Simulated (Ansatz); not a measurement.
```yaml
crystal:
  lattice:
    - [5.18802, -5.04080, -0.03600]
    - [0.05381, 5.05870, -5.24008]
    - [0.20047, 5.27727, 5.45862]
  atoms:
    - { symbol: Zr, position: [0.97036, 0.46329, 0.98471] }
    - { symbol: Zr, position: [0.50120, 0.00068, 0.52736] }
    - { symbol: Zr, position: [0.02189, 0.02232, 0.05525] }
    - { symbol: Zr, position: [0.02556, 0.51465, 0.55385] }
    - { symbol: Zr, position: [0.49149, 0.99705, 0.97388] }
    - { symbol: Zr, position: [0.48945, 0.51000, 0.01973] }
    - { symbol: Zr, position: [0.00923, 0.98776, 0.52665] }
    - { symbol: O, position: [0.20842, 0.06544, 0.36682] }
    - { symbol: O, position: [0.91276, 0.71073, 0.94863] }
    - { symbol: O, position: [0.75588, 0.09863, 0.88032] }
    - { symbol: O, position: [0.14413, 0.60215, 0.31986] }
    - { symbol: O, position: [0.16143, 0.02315, 0.86052] }
    - { symbol: O, position: [0.79299, 0.61496, 0.35556] }
    - { symbol: O, position: [0.77534, 0.18408, 0.31291] }
    - { symbol: O, position: [0.23734, 0.65167, 0.89936] }
    - { symbol: O, position: [0.61840, 0.33092, 0.96809] }
    - { symbol: O, position: [0.26955, 0.87256, 0.64525] }
    - { symbol: O, position: [0.20719, 0.34232, 0.66924] }
    - { symbol: O, position: [0.71181, 0.84745, 0.09908] }
    - { symbol: O, position: [0.77213, 0.33746, 0.63989] }
    - { symbol: O, position: [0.51414, 0.07519, 0.25385] }
    - { symbol: O, position: [0.24248, 0.37024, 0.10578] }
    - { symbol: O, position: [0.69296, 0.88249, 0.51392] }
```

Space group P1; a generated structure, not necessarily the stable one.

Level of theory: Ansatz 0.2.0, DFT PBE, scalar-relativistic, plane waves, PAW.

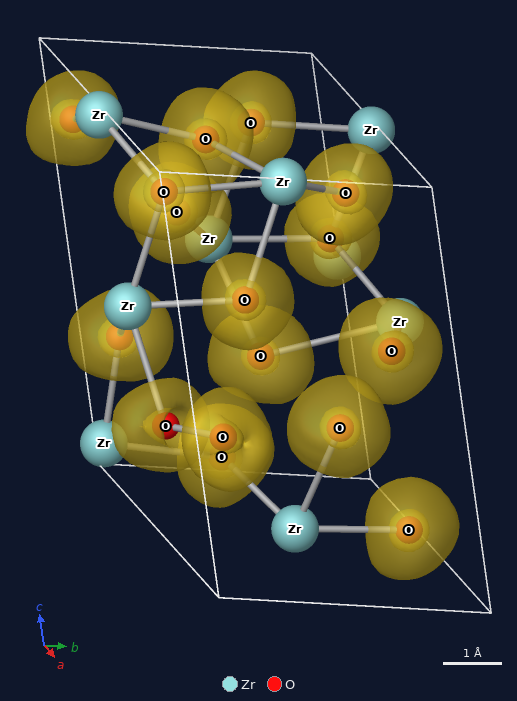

Zr$_{7}$O$_{16}$. Isosurface of the electron localisation function at 0.7 (yellow), seen slightly off an axis. Core shells and regions of very low density are left out. Sticks mark near contacts.

Core electrons are frozen (PAW), and the valence fields are smoothed inside the atomic spheres.

### Where are the electrons localised?

The ELF exceeds this value in 16 regions wrapped around O (the valence shell of each), counted in one cell of 23 atoms. Regions shared between cells count once.

Values along the shortest contacts:
O–O (1.47 Å): the ELF peaks at about 0.70 between the atoms. Zr–O (1.98 Å): the ELF peaks at about 0.80 in the valence shell of O, 0.6 Å from its nucleus, and drops to about 0.25 between the two atoms; no localised pair shows between them.
